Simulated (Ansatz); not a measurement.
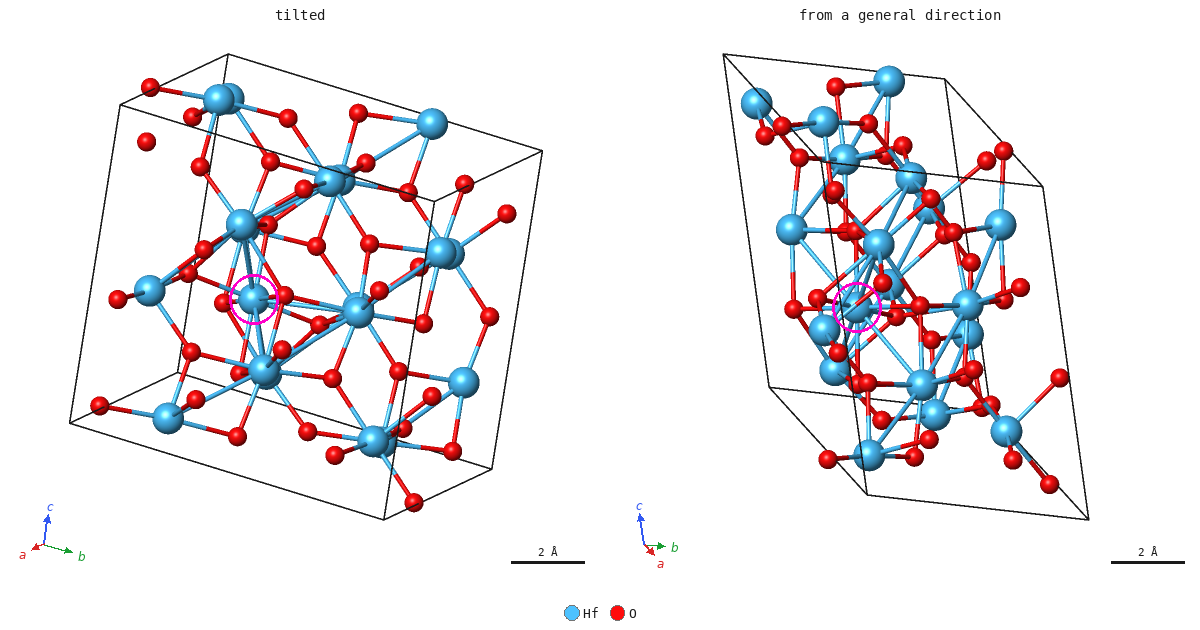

The figure gives a ball-and-stick picture of the atoms, viewed slightly off an axis and from a general direction. The outline marks the supercell. The host is HfO2, in a cell of 48 sites, and the cell carries a charge of +3. A ring marks the defect's site.

What kind of defect was put in?

An interstitial hafnium atom. It is bonded to six Hf and six O (about 2.8 to 3.1 Å to Hf, 2.0 to 2.1 Å to O). Not all metal-metal contacts are counted.

All computed values are from DFT PBEsol, scalar-relativistic, plane waves, PAW in Ansatz. Settings: plane-wave cutoff 420 eV, a 2×2×2 mesh of k-points, Gaussian smearing of 0.01 eV, collinear spins.

Is there a net spin in the supercell?

Yes, 1.0 μB in the cell.

The atoms were relaxed in the host's cell with DFT PBEsol, scalar-relativistic, plane waves, PAW in Ansatz 0.2.0.
